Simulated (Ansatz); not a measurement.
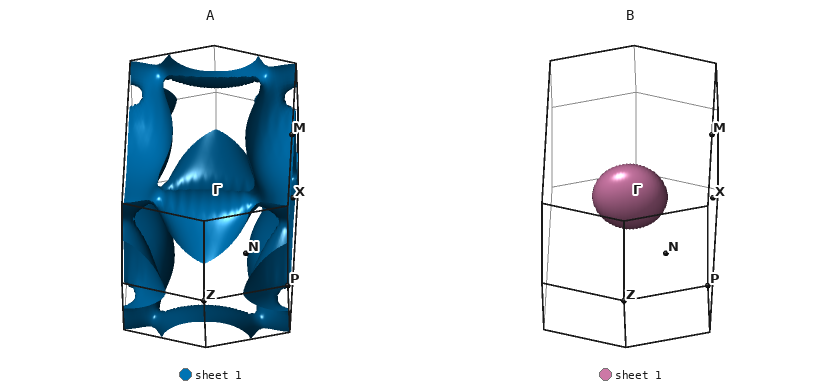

Constant-energy surfaces of TiO$_{2}$ (I4/m) near its two band edges (0.30 eV into the valence band, 0.20 eV into the conduction band), in unknown order.

Theory: DFT PBE, scalar-relativistic, plane waves, PAW; levels and slopes on a dense k mesh at the converged density in Ansatz. No spin polarisation. k mesh for the levels: 16×16×16. Cell and positions as given, without relaxation (residual pressure 3 GPa). The cell comes from a database of computed structures, not from a measurement.

Masses come from a second pass at points close to the extrema; at the energies drawn a band may no longer be parabolic.

Which panel shows the holes and which the electrons?

Answer. A shows the valence band (holes), B the conduction band (electrons).

Describe the extrema and the gap.

Answer. Valence band (extrema up to 0.30 eV from the edge): one maximum at M, principal masses 0.94, 0.94 and 4.09 mₑ; two equivalent maxima at P, 0.19 eV below the edge, principal masses 1.95, 1.95 and 4.48 mₑ. Band 48 forms the valence edge.
Conduction band (extrema up to 0.20 eV from the edge): one minimum at Γ, principal masses 0.39, 0.99 and 0.99 mₑ. Band 49 forms the conduction edge.
The gap is indirect, 1.64 eV at this level of theory (semilocal functionals give gaps that are too small, and can reorder valleys that lie close).

The mesh is coarse (steps of 0.11 Å⁻¹).
